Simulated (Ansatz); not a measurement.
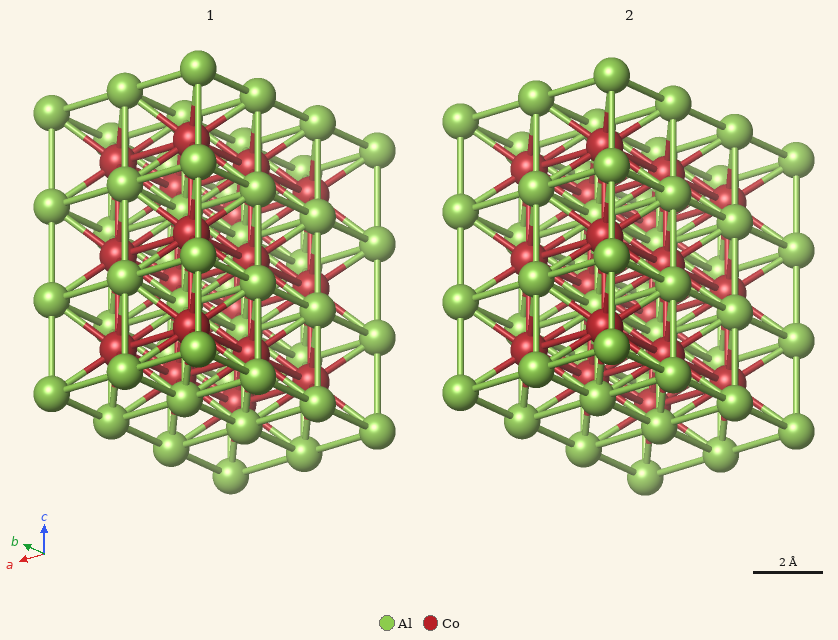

Two geometries of a crystal of AlCo (set up in Pm-3m): one is the relaxed structure, the other was perturbed away from it. The picture is a ball-and-stick view of the cell of the calculation, repeated 2 × 3 × 3 with one cell outlined, seen from a free direction.

All numbers below come from DFT PBE, scalar-relativistic, plane waves, PAW (Ansatz). Settings: plane-wave cutoff 420 eV; k-point mesh 18 × 18 × 18; occupations gaussian; smearing width 0.1 eV; no spin polarisation.

> Which is the distorted one, and what does the distortion cost?

Structure 1 is the perturbed one. Biaxial strain in the a–b plane, −3.0 %, is applied. The c axis and the atoms are relaxed. It costs 19.6 meV per atom. Pressure: 0.0 GPa before, 5.6 GPa after. The principal stresses (compression positive) are 0.0 GPa along c and 8.4 GPa across it. The drawn cell changes as follows: a = b 2.852 → 2.766 Å (−3.0 %), c 2.852 → 2.952 Å (+3.5 %); the volume changes by −2.6 %. The atoms keep their places relative to the cell (all moves are under 0.005 Å). Some distances before and after: Al–Al 2.852 → 2.766 to 2.952 Å, Co–Co 2.852 → 2.766 to 2.952 Å, Al–Co 2.470 → 2.450 Å. The space group (tolerance 0.01 Å) goes from Pm-3m (No. 221) to P4/mmm (No. 123).
